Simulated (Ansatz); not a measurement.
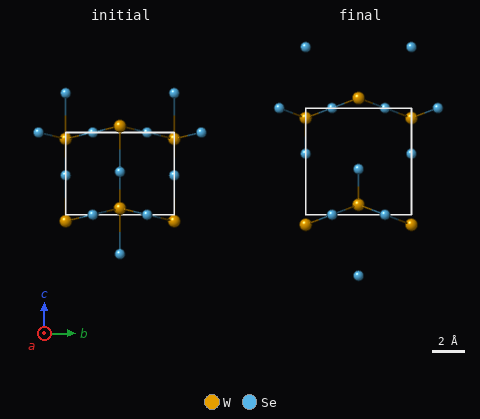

The structure of a crystal of WSe$_{3}$ (a generated structure, set up in P4/nmm) before (left) and after (right) a relaxation, at one scale.

A ball-and-stick model of the cell of the calculation, seen along the a axis.

Level of theory: DFT PBE, scalar-relativistic, plane waves, PAW in Ansatz. (plane-wave cutoff 420 eV; k-point mesh 6 × 6 × 8; occupations gaussian; smearing width 0.1 eV; no spin polarisation; cell and atoms relaxed; force threshold 0.01 eV/Å; at most 80 steps)

### Describe what moved and what it gained.

The largest moves relative to the cell, 0.63 Å, are those of Se atoms. By element the largest moves are Se 0.63 Å, W 0.10 Å. Cell: a = b 6.882 → 6.703 Å (−2.6 %), c 5.215 → 6.763 Å (+29.7 %). Volume +23.0 %. Some distances before and after: Se–W 2.905 → 4.498 Å, Se–W 2.311 → 2.265 Å, Se–W 2.468 → 2.453 Å. Bonds break: Se–W (2.90 → 4.50 Å). Bond angles that change, for instance: Se–W–Se 160.9° → 150.1°, Se–W–Se 99.6° → 104.9°, Se–W–Se 88.4° → 86.2°. The space group stays P4/nmm (No. 129). The energy falls by 0.481 eV per cell of the calculation in 14 accepted moves (16 points after the start). The largest force component goes from 0.1 to 0.0024 eV/Å. The pressure goes from 0.04 to 0.00 GPa. At 2 points the geometry stayed and the basis and grid were re-selected for the new cell (energy shift of 28.0 meV per cell of the calculation at most each time). Cost: 19 min on 1 thread of Arm Neoverse V2, on a shared host, peak memory 1 GiB.
